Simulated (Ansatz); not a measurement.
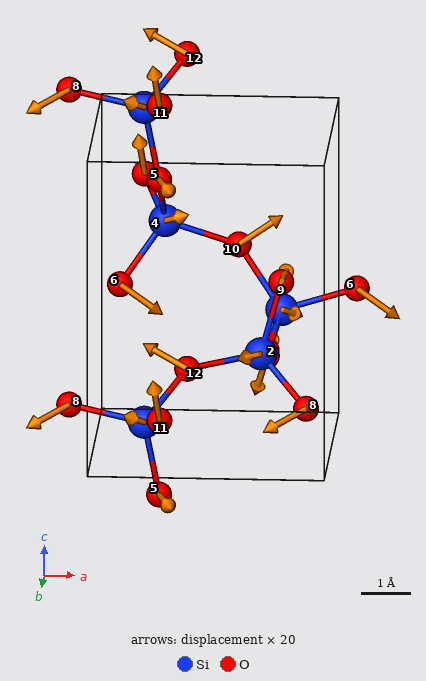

This is a relaxation of crystalline SiO₂ (set up in P4_32_12). The starting structure is drawn; orange arrows show the displacements (the part carried along by the change of the cell is left out), 20 times their true length.

The picture is a ball-and-stick view of the cell of the calculation, seen from a free direction.

Case: volume × 0.94, shape and atoms relaxed.

Level of theory: Ansatz, DFT LDA, scalar-relativistic, plane waves, PAW. Set-up: plane-wave cutoff 420 eV; k-point mesh 6 × 6 × 4; occupations gaussian; smearing width 0.02 eV; no spin polarisation; cell relaxed at fixed volume; force threshold 0.01 eV/Å; at most 30 steps.

Describe the change and its energy.

Answer. After 4 accepted moves (5 points after the start) the energy has fallen by 7.3 meV per atom. Largest force component: 0.3 eV/Å at the start, 0.0023 eV/Å at the end. Pressure: 6.52 GPa at the start and 0.85 GPa at the end. At 1 point the geometry stayed and the basis and grid were re-selected for the new cell (energy shift of less than 0.05 meV per atom at most each time). The largest moves relative to the cell, 0.055 Å, are those of O atoms. Largest moves by element: O 0.055 Å, Si 0.033 Å. The drawn cell changes at constant volume: a = b 4.843 → 4.849 Å (+0.1 %), c 6.710 → 6.693 Å (−0.2 %). Among the contacts that change: O–Si 1.591 → 1.608 Å. Bond angles that change, for instance: Si–O–Si 141.0° → 138.7°. The space group stays P4_32_12 (No. 96).
